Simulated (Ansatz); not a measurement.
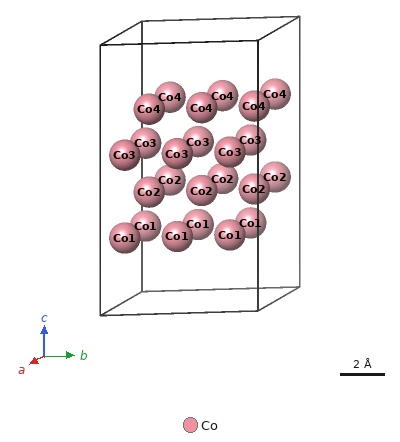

Figure 1. The structure as given in the input (spheres-only view of the 2 × 3 repeat of the cell, with the vacuum cut short, seen slightly off an axis; atoms are numbered from 1 in the order of the input). An atom can appear more than once, as a periodic image.

Geometry relaxation, with input and output: Co (part 1 of 3)

Co (slab, 4 atoms in the cell), computed with DFT PBEsol, scalar-relativistic, plane waves, PAW, spin-polarised (Ansatz 0.2.0).

The structure derives from an entry of the Crystallography Open Database. The input holds or restrains some coordinates. Forces given for the steps count only the free coordinates. It belongs to a series of runs on one base structure; here: clean slab, lower half held. Figures and captions count atoms from 1; the log counts them from 0 in places.

## Input file
```yaml
crystal:
  lattice:
    - [2.4564222948, 0.0, 0.0]
    - [-1.2282111474, 2.1273241097, 0.0]
    - [0.0, 0.0, 22.9541203994]
  atoms:
    - { symbol: Co, position: [0.6666666667, 0.3333333333, 0.3703038867], spin: 1.8 }
    - { symbol: Co, position: [0.3333333333, 0.6666666667, 0.4567679622], spin: 1.8 }
    - { symbol: Co, position: [0.6666666667, 0.3333333333, 0.5432320378], spin: 1.8 }
    - { symbol: Co, position: [0.3333333333, 0.6666666667, 0.6296961133], spin: 1.8 }
basis:
  ecutwfc: 420
kpoints:
  mp_grid: { grid: [12, 12, 1] }
hamiltonian:
  xc: pbesol
scf:
  occupations: { method: gaussian, width: 0.1 }
output:
  forces: true
  eigenvalues: true
  populations: true
  write_density: true
  write_potential: true
  elf: true
  volumetric_format: npy
magnetization:
  spin_polarized: true
relax:
  adjacent_minimum: "off"
  f_tol: 0.03
  max_steps: 70
  constraints: [{ sites: [0, 1] }]
efield:
  axis: 3
  dipole_correction: true
  ramp_width: 0.04
```

Launch command:
```bash
ansatz run input.yaml --threads 2 --pin off --max-ram 5120MiB --backend cpu --events-out ev --progress --plain --runs-dir out
```

## What the program printed
```
Engine: ansatz 0.2.0, x86_64-unknown-linux-gnu
Pseudopotentials: kind: paw
Pseudopotential: Co, paw, valence charge 17, recommended cutoff 420 eV (normal), Co.paw.azcp
Functional definition: PBEsol
  exchange = pbesol_x
  correlation = pbesol_c
Crystal: 4 atoms, lattice volume = 119.949 Å³
Basis set: ecut = 420 eV, 2255 PW (Γ), exchange–correlation on 36×36×320 points (8 copies of the dense FFT grid, shifted against one another)
Bands: 46, of which v1, the nominal top of the filled ones, is band 34 counted from 1 (33 counted from 0)
Symmetry: 6 space group operations
k-points: 19 of 144 (time reversal used)
Non-local potential: Co, projectors of the file, l = 0: 3, l = 1: 2, l = 2: 3, l = 3: 1
PAW form: soft (Blöchl's): semilocal exchange-correlation on the pseudo side does not see the compensation charge
PAW frozen core: Co, regenerated for the run's functional, and the local potential with it (the file was generated under x = pbe(κ = 0.804, μ = 0.2195149727645171), c = pbe(β = 0.06672455060314922))
PAW one-centre angular grid: Co, 590 points (default); XC on 64 Gauss nodes
Initial density: superposition of atomic densities (neutral atoms: chi_scale 0, normalization atom)
Starting moments: Σ|m| = 7.2 μB on 4 of 4 sites
Initial wavefunctions: pseudopotential atomic-orbital guess
Functional: x = pbesol(κ = 0.804, μ = 0.12345679012345678), c = pbesol(β = 0.046)
SCF iter   1: F=—  HF=-20369.065931 eV  |F-HF|=—  |Δ(HF+E_count)|=         —  Δρ=5.77e-2 (↑1.97e-2 ↓5.77e-2)  dr2=6.97e0  dr2_m=4.90e-1  M=6.936 μB ∫|m|=7.162 μB  β_m=1.00  ethr=3.10e-3  p=0.000 e·Å  D=1.67e-13 V/Å  ΔV_dip=-0.00 eV  dr2_dipole=2.13e-7  V_vac-E_F(+/−)=7.64/7.64 eV  ⟨swp⟩=11.5  Hψ=9645  notcnv=0  defer=26
Mixer restart at iter 1: flushing history
efield: sawtooth ramp at fractional position 0.9800 (placed from the atoms, in the widest stretch of the axis that holds none; the zero of the levels goes with the place), width 0.0400; the density the first Hamiltonian is built on has a dipole p = 0.000 e·Å; the dipole correction subtracts the counter field D = 1.67e-13 V/Å, which shifts the + side's vacuum level by -0.00 eV against the − side's; the planar-averaged density in the ramp window peaks in size at 1.2e-5 e/Å³
preconditioner: auto → LDOS  [metal: Δε(μ)=0.033 eV  Ē_g=7.924 eV  σ=0.100 eV  W_gap=0.18  n_scr=18 (ndim 8)  ℏωp=20.3 eV  f_vac=0.587  D(μ)=2.88/eV (n_scr^D=14)]
spin=Collinear: LDOS preconditioning applied to the charge; magnetization (m = ρ↑ − ρ↓) channel mixes plain (no charge-response kernel on spin).
SCF iter   2: F=—  HF=-20367.432181 eV  |F-HF|=—  |Δ(HF+E_count)|=    1.63e0  Δρ=1.43e-2 (↑1.43e-2 ↓7.10e-3)  dr2=4.54e-1  dr2_m=6.88e-2  M=6.944 μB ∫|m|=7.409 μB  β_m=0.32  ethr=3.10e-3  p=-0.000 e·Å  D=-1.52e-6 V/Å  ΔV_dip=0.00 eV  dr2_dipole=5.24e-8  V_vac-E_F(+/−)=6.67/6.67 eV  ⟨swp⟩=3.1  Hψ=3743  notcnv=0  defer=153
density mixer auto → msr1: a metal under ldos (density of states about μ 3.02 of a free-electron gas's, 18 screened modes)
SCF iter   3: F=—  HF=-20368.706693 eV  |F-HF|=—  |Δ(HF+E_count)|=    1.27e0  Δρ=6.67e-3 (↑6.67e-3 ↓5.78e-3)  dr2=1.04e-1  dr2_m=2.88e-2  M=6.940 μB ∫|m|=7.409 μB  β_m=0.50  ethr=6.68e-4  p=-0.000 e·Å  D=-7.23e-6 V/Å  ΔV_dip=0.00 eV  dr2_dipole=1.12e-9  V_vac-E_F(+/−)=6.10/6.10 eV  ⟨swp⟩=2.9  Hψ=3181  notcnv=0  defer=158
SCF iter   4: F=—  HF=-20370.021110 eV  |F-HF|=—  |Δ(HF+E_count)|=         —  Δρ=3.78e-3 (↑3.78e-3 ↓3.08e-3)  dr2=4.53e-2  dr2_m=1.26e-3  M=6.885 μB ∫|m|=7.395 μB  β_m=0.50  ethr=1.53e-4  p=-0.000 e·Å  D=-1.43e-6 V/Å  ΔV_dip=0.00 eV  dr2_dipole=4.80e-9  V_vac-E_F(+/−)=5.45/5.45 eV  ⟨swp⟩=3.1  Hψ=3533  notcnv=0  defer=158
SCF iter   5: F=—  HF=-20370.209432 eV  |F-HF|=—  |Δ(HF+E_count)|=   1.88e-1  Δρ=2.78e-3 (↑1.92e-3 ↓2.78e-3)  dr2=1.72e-2  dr2_m=1.02e-3  M=6.825 μB ∫|m|=7.342 μB  β_m=0.75  ethr=6.66e-5  p=0.000 e·Å  D=3.88e-6 V/Å  ΔV_dip=-0.00 eV  dr2_dipole=2.30e-9  V_vac-E_F(+/−)=5.32/5.32 eV  ⟨swp⟩=2.2  Hψ=3073  notcnv=0  defer=159
SCF iter   6: F=—  HF=-20370.281685 eV  |F-HF|=—  |Δ(HF+E_count)|=   7.23e-2  Δρ=1.75e-3 (↑1.04e-3 ↓1.75e-3)  dr2=4.71e-3  dr2_m=7.78e-4  M=6.750 μB ∫|m|=7.290 μB  β_m=0.87  ethr=2.52e-5  p=-0.000 e·Å  D=-1.65e-7 V/Å  ΔV_dip=0.00 eV  dr2_dipole=1.06e-9  V_vac-E_F(+/−)=5.20/5.20 eV  ⟨swp⟩=2.6  Hψ=3464  notcnv=0  defer=160
SCF iter   7: F=—  HF=-20370.287769 eV  |F-HF|=—  |Δ(HF+E_count)|=   6.08e-3  Δρ=1.24e-3 (↑1.24e-3 ↓1.15e-3)  dr2=5.16e-3  dr2_m=7.17e-5  M=6.719 μB ∫|m|=7.273 μB  β_m=0.68  ethr=6.93e-6  p=0.000 e·Å  D=5.62e-6 V/Å  ΔV_dip=-0.00 eV  dr2_dipole=1.14e-8  V_vac-E_F(+/−)=5.17/5.17 eV  ⟨swp⟩=2.6  Hψ=3424  notcnv=0  defer=161
SCF iter   8: F=—  HF=-20370.286852 eV  |F-HF|=—  |Δ(HF+E_count)|=   9.18e-4  Δρ=2.27e-4 (↑1.48e-4 ↓2.27e-4)  dr2=6.41e-5  dr2_m=1.68e-5  M=6.716 μB ∫|m|=7.272 μB  β_m=0.66  ethr=6.93e-6  p=0.000 e·Å  D=3.96e-7 V/Å  ΔV_dip=-0.00 eV  dr2_dipole=6.48e-12  V_vac-E_F(+/−)=5.16/5.16 eV  ⟨swp⟩=2.4  Hψ=2931  notcnv=0  defer=162
SCF iter   9: F=—  HF=-20370.286903 eV  |F-HF|=—  |Δ(HF+E_count)|=   5.10e-5  Δρ=5.73e-5 (↑5.73e-5 ↓5.51e-5)  dr2=6.92e-6  dr2_m=2.89e-6  M=6.713 μB ∫|m|=7.272 μB  β_m=0.70  ethr=9.42e-8  p=-0.000 e·Å  D=-9.33e-8 V/Å  ΔV_dip=0.00 eV  dr2_dipole=2.22e-14  V_vac-E_F(+/−)=5.16/5.16 eV  ⟨swp⟩=2.9  Hψ=3033  notcnv=0  defer=162
SCF iter  10: F=-20370.286913 eV  HF=-20370.286921 eV  |F-HF|=7.98e-6  |Δ(HF+E_count)|=   1.79e-5  Δρ=6.82e-5 (↑2.66e-5 ↓6.82e-5)  dr2=9.80e-6  dr2_m=7.55e-7  M=6.711 μB ∫|m|=7.272 μB  ethr=1.02e-8  p=0.000 e·Å  D=1.05e-7 V/Å  ΔV_dip=-0.00 eV  dr2_dipole=4.84e-11  V_vac-E_F(+/−)=5.15/5.15 eV  ⟨swp⟩=19.9  Hψ=18384  notcnv=0
SCF 1 converged in 10 iterations: F = -20370.286913 eV  dr2 = 9.80e-6
  greatest PAW one-centre occupation: 1.002 electrons in one spin orbital (limit 2), on the Co atom at site 0 (counted from 0), in its partial waves of l = 1
relax step   1: F+E_penalty+E_count = -20370.28691289 eV  Δ(F+E_penalty+E_count) = +0.000e0 eV  max|allowed force component| = 6.143e-1 eV/Å  Δτ_max = 0.0000 Å  (10 SCF iters, dr2 threshold 2.25e-5 eV, accepted)
Initial density: handed on by an earlier stage of this run
Starting moments: Σ|m| = 7.2 μB on 4 of 4 sites; this step starts from the density that it was given
Initial wavefunctions: those handed on with the density
iter 1 solved again at ethr=6.20e-6 eV; its pass at ethr=3.10e-3 eV (dr2=4.21e-3 eV) is discarded
SCF iter   1: F=—  HF=-20370.298091 eV  |F-HF|=—  |Δ(HF+E_count)|=         —  Δρ=1.33e-3 (↑9.81e-4 ↓1.33e-3)  dr2=3.84e-3  dr2_m=1.03e-3  M=6.721 μB ∫|m|=7.276 μB  β_m=1.00  ethr=6.20e-6  p=-0.000 e·Å  D=-1.47e-6 V/Å  ΔV_dip=0.00 eV  dr2_dipole=2.45e-4  V_vac-E_F(+/−)=5.15/5.15 eV  ⟨swp⟩=2.4  Hψ=5205  notcnv=0  defer=167
efield: sawtooth ramp at fractional position 0.9800 (handed on by an earlier solve), width 0.0400; the density the first Hamiltonian is built on has a dipole p = -0.000 e·Å; the dipole correction subtracts the counter field D = -1.47e-6 V/Å, which shifts the + side's vacuum level by +0.00 eV against the − side's; the planar-averaged density in the ramp window peaks in size at 7.4e-6 e/Å³
preconditioner: auto → LDOS  [metal: Δε(μ)=0.013 eV  Ē_g=7.574 eV  σ=0.100 eV  W_gap=0.07  n_scr=12 (ndim 8)  ℏωp=20.3 eV  f_vac=0.596  D(μ)=3.80/eV (n_scr^D=16)]
spin=Collinear: LDOS preconditioning applied to the charge; magnetization (m = ρ↑ − ρ↓) channel mixes plain (no charge-response kernel on spin).
SCF iter   2: F=—  HF=-20370.297368 eV  |F-HF|=—  |Δ(HF+E_count)|=   7.23e-4  Δρ=2.85e-4 (↑2.47e-4 ↓2.85e-4)  dr2=8.49e-4  dr2_m=3.79e-6  M=6.721 μB ∫|m|=7.276 μB  β_m=0.32  ethr=5.64e-6  p=0.000 e·Å  D=5.76e-4 V/Å  ΔV_dip=-0.01 eV  dr2_dipole=3.04e-4  V_vac-E_F(+/−)=5.14/5.15 eV  ⟨swp⟩=2.0  Hψ=2298  notcnv=0  defer=167
density mixer auto → msr1: a metal under ldos (density of states about μ 2.82 of a free-electron gas's, 18 screened modes)
SCF iter   3: F=—  HF=-20370.297370 eV  |F-HF|=—  |Δ(HF+E_count)|=   2.55e-6  Δρ=2.36e-4 (↑2.36e-4 ↓1.41e-4)  dr2=2.93e-4  dr2_m=1.14e-5  M=6.720 μB ∫|m|=7.276 μB  β_m=0.45  ethr=1.25e-6  p=0.001 e·Å  D=8.52e-4 V/Å  ΔV_dip=-0.02 eV  dr2_dipole=9.17e-5  V_vac-E_F(+/−)=5.13/5.15 eV  ⟨swp⟩=1.9  Hψ=2140  notcnv=0  defer=167
SCF iter   4: F=—  HF=-20370.297426 eV  |F-HF|=—  |Δ(HF+E_count)|=   5.56e-5  Δρ=1.20e-4 (↑1.19e-4 ↓1.20e-4)  dr2=1.61e-4  dr2_m=1.15e-5  M=6.719 μB ∫|m|=7.275 μB  β_m=0.54  ethr=4.30e-7  p=0.001 e·Å  D=7.79e-4 V/Å  ΔV_dip=-0.02 eV  dr2_dipole=5.95e-5  V_vac-E_F(+/−)=5.14/5.15 eV  ⟨swp⟩=1.7  Hψ=2129  notcnv=0  defer=167
SCF iter   5: F=—  HF=-20370.297456 eV  |F-HF|=—  |Δ(HF+E_count)|=   3.02e-5  Δρ=1.29e-4 (↑1.29e-4 ↓8.83e-5)  dr2=2.27e-6  dr2_m=1.23e-5  M=6.718 μB ∫|m|=7.275 μB  β_m=0.77  ethr=2.37e-7  p=0.001 e·Å  D=8.30e-4 V/Å  ΔV_dip=-0.02 eV  dr2_dipole=4.02e-8  V_vac-E_F(+/−)=5.14/5.16 eV  ⟨swp⟩=2.4  Hψ=2505  notcnv=0  defer=167
SCF iter   6: F=—  HF=-20370.297468 eV  |F-HF|=—  |Δ(HF+E_count)|=   1.21e-5  Δρ=8.29e-5 (↑8.29e-5 ↓3.44e-5)  dr2=1.01e-5  dr2_m=1.08e-6  M=6.717 μB ∫|m|=7.274 μB  β_m=0.67  ethr=3.34e-9  p=0.001 e·Å  D=8.66e-4 V/Å  ΔV_dip=-0.02 eV  dr2_dipole=4.48e-8  V_vac-E_F(+/−)=5.14/5.16 eV  ⟨swp⟩=3.0  Hψ=3755  notcnv=0  defer=167
SCF iter   7: F=—  HF=-20370.297466 eV  |F-HF|=—  |Δ(HF+E_count)|=   2.32e-6  Δρ=8.45e-5 (↑3.24e-5 ↓8.45e-5)  dr2=2.90e-5  dr2_m=1.02e-6  M=6.717 μB ∫|m|=7.274 μB  β_m=0.60  ethr=3.34e-9  p=0.001 e·Å  D=8.61e-4 V/Å  ΔV_dip=-0.02 eV  dr2_dipole=4.11e-6  V_vac-E_F(+/−)=5.14/5.16 eV  ⟨swp⟩=2.6  Hψ=3074  notcnv=0  defer=167
SCF iter   8: F=-20370.297456 eV  HF=-20370.297466 eV  |F-HF|=9.27e-6  |Δ(HF+E_count)|=   3.89e-7  Δρ=4.51e-5 (↑1.11e-5 ↓4.51e-5)  dr2=8.43e-6  dr2_m=3.47e-7  M=6.717 μB ∫|m|=7.274 μB  ethr=3.34e-9  p=0.001 e·Å  D=8.49e-4 V/Å  ΔV_dip=-0.02 eV  dr2_dipole=1.31e-6  V_vac-E_F(+/−)=5.14/5.16 eV  ⟨swp⟩=17.5  Hψ=15744  notcnv=0
SCF 2 converged in 8 iterations: F = -20370.297456 eV  dr2 = 8.43e-6
  greatest PAW one-centre occupation: 1.002 electrons in one spin orbital (limit 2), on the Co atom at site 3 (counted from 0), in its partial waves of l = 1
relax step   2: F+E_penalty+E_count = -20370.29745623 eV  Δ(F+E_penalty+E_count) = -1.054e-2 eV  max|allowed force component| = 4.136e-1 eV/Å  Δτ_max = 0.0137 Å  (8 SCF iters, dr2 threshold 2.36e-5 eV, accepted)
SCF iter   1: F=—  HF=-20370.307339 eV  |F-HF|=—  |Δ(HF+E_count)|=         —  Δρ=2.70e-3 (↑1.99e-3 ↓2.70e-3)  dr2=1.63e-2  dr2_m=5.02e-3  M=6.735 μB ∫|m|=7.281 μB  β_m=1.00  ethr=2.42e-4  p=0.001 e·Å  D=8.46e-4 V/Å  ΔV_dip=-0.02 eV  dr2_dipole=1.52e-4  V_vac-E_F(+/−)=5.13/5.15 eV  ⟨swp⟩=4.0  Hψ=3740  notcnv=0  defer=167
efield: sawtooth ramp at fractional position 0.9800 (handed on by an earlier solve), width 0.0400; the density the first Hamiltonian is built on has a dipole p = 0.001 e·Å; the dipole correction subtracts the counter field D = 8.46e-4 V/Å, which shifts the + side's vacuum level by -0.02 eV against the − side's; the planar-averaged density in the ramp window peaks in size at 1.1e-5 e/Å³
preconditioner: auto → LDOS  [metal: Δε(μ)=0.030 eV  Ē_g=7.590 eV  σ=0.100 eV  W_gap=0.17  n_scr=18 (ndim 8)  ℏωp=20.3 eV  f_vac=0.598  D(μ)=3.49/eV (n_scr^D=16)]
spin=Collinear: LDOS preconditioning applied to the charge; magnetization (m = ρ↑ − ρ↓) channel mixes plain (no charge-response kernel on spin).
SCF iter   2: F=—  HF=-20370.304789 eV  |F-HF|=—  |Δ(HF+E_count)|=   2.55e-3  Δρ=6.36e-4 (↑5.52e-4 ↓6.36e-4)  dr2=1.53e-3  dr2_m=7.95e-6  M=6.734 μB ∫|m|=7.281 μB  β_m=0.32  ethr=2.40e-5  p=0.001 e·Å  D=1.71e-3 V/Å  ΔV_dip=-0.04 eV  dr2_dipole=1.12e-5  V_vac-E_F(+/−)=5.12/5.16 eV  ⟨swp⟩=2.0  Hψ=2646  notcnv=0  defer=166
density mixer auto → msr1: a metal under ldos (density of states about μ 2.79 of a free-electron gas's, 18 screened modes)
SCF iter   3: F=—  HF=-20370.304854 eV  |F-HF|=—  |Δ(HF+E_count)|=   6.43e-5  Δρ=4.36e-4 (↑4.36e-4 ↓2.45e-4)  dr2=1.69e-4  dr2_m=5.20e-5  M=6.734 μB ∫|m|=7.281 μB  β_m=0.47  ethr=2.25e-6  p=0.001 e·Å  D=2.07e-3 V/Å  ΔV_dip=-0.05 eV  dr2_dipole=4.17e-7  V_vac-E_F(+/−)=5.11/5.16 eV  ⟨swp⟩=2.1  Hψ=2459  notcnv=0  defer=166
SCF iter   4: F=—  HF=-20370.305122 eV  |F-HF|=—  |Δ(HF+E_count)|=   2.68e-4  Δρ=1.88e-4 (↑1.35e-4 ↓1.88e-4)  dr2=6.83e-5  dr2_m=8.36e-6  M=6.733 μB ∫|m|=7.281 μB  β_m=0.51  ethr=2.49e-7  p=0.001 e·Å  D=2.07e-3 V/Å  ΔV_dip=-0.05 eV  dr2_dipole=1.00e-5  V_vac-E_F(+/−)=5.12/5.16 eV  ⟨swp⟩=2.1  Hψ=3049  notcnv=0  defer=166
SCF iter   5: F=—  HF=-20370.305189 eV  |F-HF|=—  |Δ(HF+E_count)|=   6.68e-5  Δρ=1.21e-4 (↑8.96e-5 ↓1.21e-4)  dr2=5.80e-6  dr2_m=1.01e-5  M=6.732 μB ∫|m|=7.281 μB  β_m=0.75  ethr=1.00e-7  p=0.001 e·Å  D=2.19e-3 V/Å  ΔV_dip=-0.05 eV  dr2_dipole=3.73e-8  V_vac-E_F(+/−)=5.12/5.17 eV  ⟨swp⟩=2.6  Hψ=3281  notcnv=0  defer=166
SCF iter   6: F=—  HF=-20370.305210 eV  |F-HF|=—  |Δ(HF+E_count)|=   2.18e-5  Δρ=1.11e-4 (↑5.90e-5 ↓1.11e-4)  dr2=1.45e-5  dr2_m=3.72e-6  M=6.733 μB ∫|m|=7.281 μB  β_m=0.84  ethr=8.53e-9  p=0.001 e·Å  D=2.20e-3 V/Å  ΔV_dip=-0.05 eV  dr2_dipole=2.05e-7  V_vac-E_F(+/−)=5.12/5.17 eV  ⟨swp⟩=2.7  Hψ=3361  notcnv=0  defer=166
SCF iter   7: F=—  HF=-20370.305212 eV  |F-HF|=—  |Δ(HF+E_count)|=   1.79e-6  Δρ=7.80e-5 (↑6.87e-5 ↓7.80e-5)  dr2=1.36e-5  dr2_m=2.88e-7  M=6.732 μB ∫|m|=7.280 μB  β_m=0.68  ethr=8.53e-9  p=0.002 e·Å  D=2.32e-3 V/Å  ΔV_dip=-0.05 eV  dr2_dipole=1.15e-7  V_vac-E_F(+/−)=5.11/5.17 eV  ⟨swp⟩=2.9  Hψ=3319  notcnv=0  defer=166
SCF iter   8: F=-20370.305207 eV  HF=-20370.305209 eV  |F-HF|=1.62e-6  |Δ(HF+E_count)|=   3.26e-6  Δρ=2.35e-5 (↑1.38e-5 ↓2.35e-5)  dr2=1.81e-6  dr2_m=4.74e-8  M=6.732 μB ∫|m|=7.281 μB  ethr=8.53e-9  p=0.002 e·Å  D=2.34e-3 V/Å  ΔV_dip=-0.05 eV  dr2_dipole=1.27e-7  V_vac-E_F(+/−)=5.11/5.17 eV  ⟨swp⟩=18.7  Hψ=17516  notcnv=0
SCF 3 converged in 8 iterations: F = -20370.305207 eV  dr2 = 1.81e-6
relax step   3: F+E_penalty+E_count = -20370.30520732 eV  Δ(F+E_penalty+E_count) = -7.751e-3 eV  max|allowed force component| = 3.681e-2 eV/Å  Δτ_max = 0.0349 Å  (8 SCF iters, dr2 threshold 1.07e-5 eV, accepted)
```
